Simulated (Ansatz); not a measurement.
**Al₂GaN₃: density, localisation and related maps**

Input file:

```
crystal:
  lattice:
    - [-1.56869921, 4.65201852, 2.20713613]
    - [1.56869921, -4.65201852, 2.20713613]
    - [1.56869921, 4.65201852, -2.20713613]
  atoms:
    - { symbol: Al, position: [0.42682841, 0.26013273, 0.16669568] }
    - { symbol: Al, position: [0.09343705, 0.26013273, 0.83330432] }
    - { symbol: Ga, position: [0.72944476, 0.22944476, 0.5] }
    - { symbol: "N", position: [0.33632323, 0.00413912, 0.33218411] }
    - { symbol: "N", position: [0.67195501, 0.00413912, 0.66781589] }
    - { symbol: "N", position: [0.00100953, 0.00100953, 0.0] }
kpoints:
  mp_grid: { grid: [8, 8, 8] }
hamiltonian:
  xc: pbesol
scf:
  occupations: { method: fermi_dirac, width: 0.03 }
relax:
  f_tol: 0.01
  cell: {}
  max_steps: 120
output:
  write_density: true
  write_potential: true
  elf: true
  volumetric_format: npy
```

Launched as:

```sh
ansatz run input.yaml --threads 2 --pin off --max-ram 2211MiB --backend cpu --events-out ev --progress --plain --runs-dir out
```

Below, planes, directions and counts refer to the conventional cell (a = 3.13 Å, b = 9.37 Å, c = 4.41 Å, α = 90.00°, β = 90.00°, γ = 90.00°).

The fields are those of the run's last geometry, not of the input's.

Space group Imm2; a structure from a database of computed crystals, not necessarily the ambient phase; started from the Cu2GeS3-44 prototype, which need not be the ambient phase.

These are results of DFT, PBEsol, plane waves, PAW in Ansatz, not measurements.

The density is the valence pseudo-density of a PAW calculation; it isn't the true density close to the nuclei.

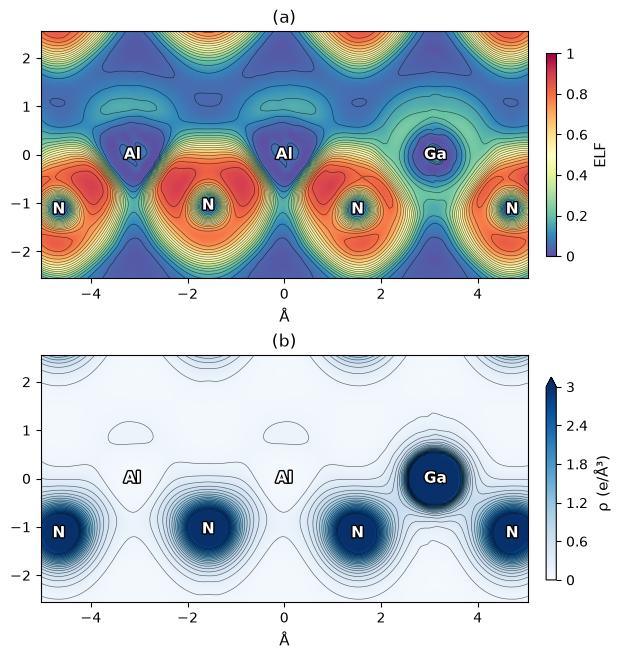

Figure 1. (a) electron localisation function; (b) valence pseudo-density on the (100) plane of the conventional cell.

Question: What does the map show?

Answer: Atoms in the plane: Al, Ga and N.
Al–N (1.89 Å): the density is about 0.69 e/Å³ at the midpoint; the ELF peaks at about 0.90 between the atoms: a shared but strongly polarised pair.
Ga–N (1.96 Å): the density is about 0.72 e/Å³ at the midpoint; the ELF peaks at about 0.80 in the valence shell of N, 0.7 Å from its nucleus, and is about 0.45 at the midpoint.
Between the atoms the lowest density in this plane is 0.03 e/Å³.

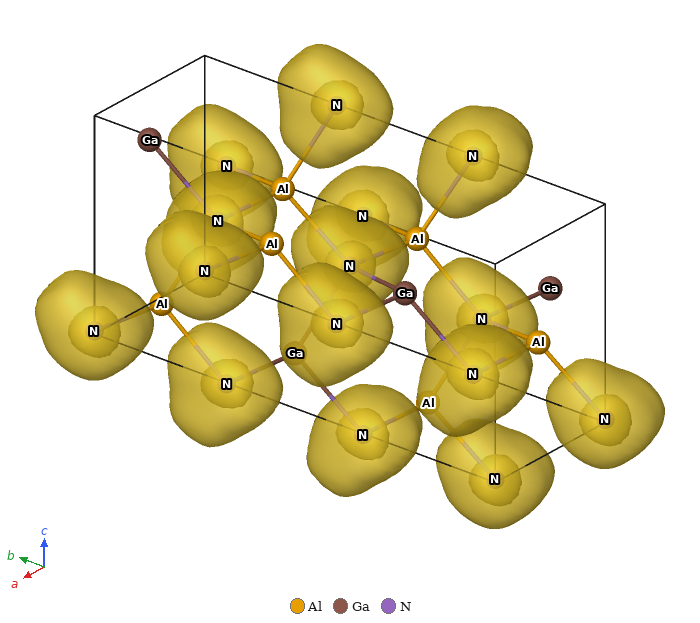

Figure 2. Isosurface of the electron localisation function at 0.7 (yellow), seen at an oblique angle. Core shells and regions of very low density are left out. Sticks mark near contacts.

Question: Where are the electrons localised?

Answer: The ELF exceeds this value in six regions on N in which the atom's valence shell and bonds are merged, counted in one cell of 12 atoms. Regions shared between cells count once. Profiles from the grid: Ga–N (1.95 Å): the ELF peaks at about 0.85 in the valence shell of N, 0.7 Å from its nucleus, and is about 0.45 at the midpoint.

Question: Does the calculation make it a metal, or give it a gap?

Answer: It is gapped, with a Kohn–Sham gap of 3.2 eV on the k-point mesh (the band edges may lie off the mesh, which would make the gap smaller).
